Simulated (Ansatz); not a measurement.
Take the following structure.

```
Eu
1.0
     4.23467    0.00000    0.00000
     0.00000    4.23467    0.00000
     0.00000    0.00000    4.23467
Eu
2
Direct
  0.00000 0.00000 0.00000
  0.50000 0.50000 0.50000
```

Q: What does this file describe?

A: The element is europium. Its lattice is body-centred cubic, its space group Im-3m (No. 229). Its structure type: body-centred cubic (W type). The cell holds two atoms. The Eu atoms are each bonded to eight Eu in a cubic arrangement at 3.67 Å. The bonds build a three-dimensional framework.

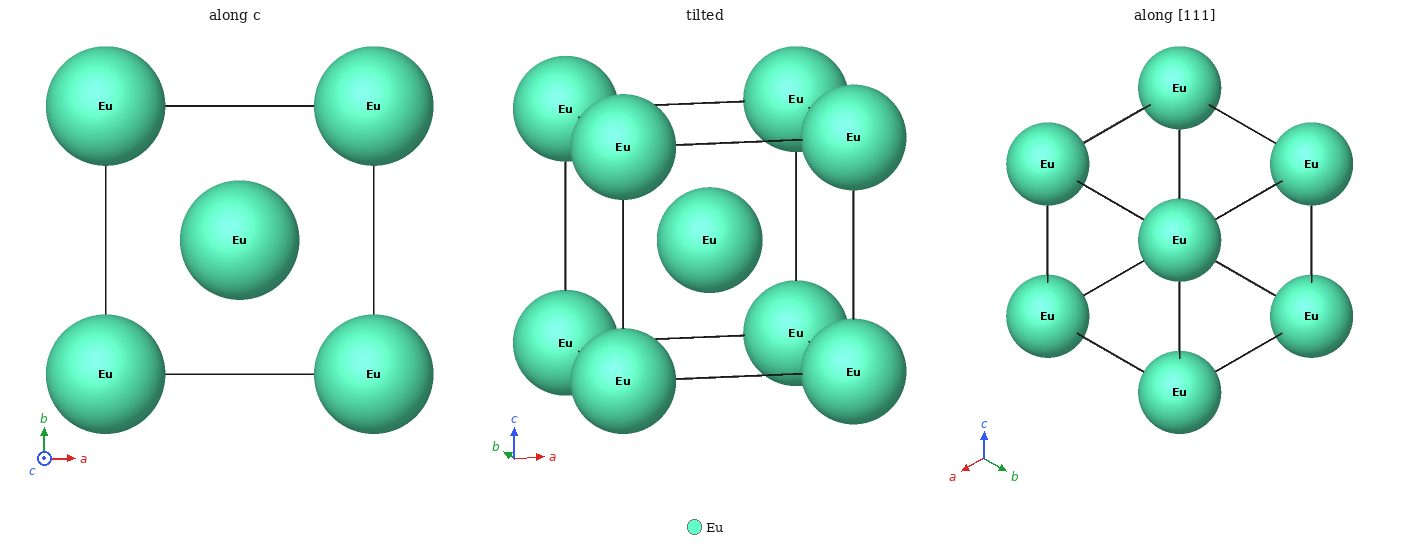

Spheres-only drawing of the structure, looking along the c axis, slightly off an axis and along [111]. Thin lines show the conventional unit cell, with boundary atoms drawn in all their periodic places.

The starting point was the standard structure of this element. The cell was then strained or its atoms displaced on purpose. A calculation with Ansatz used it as input.
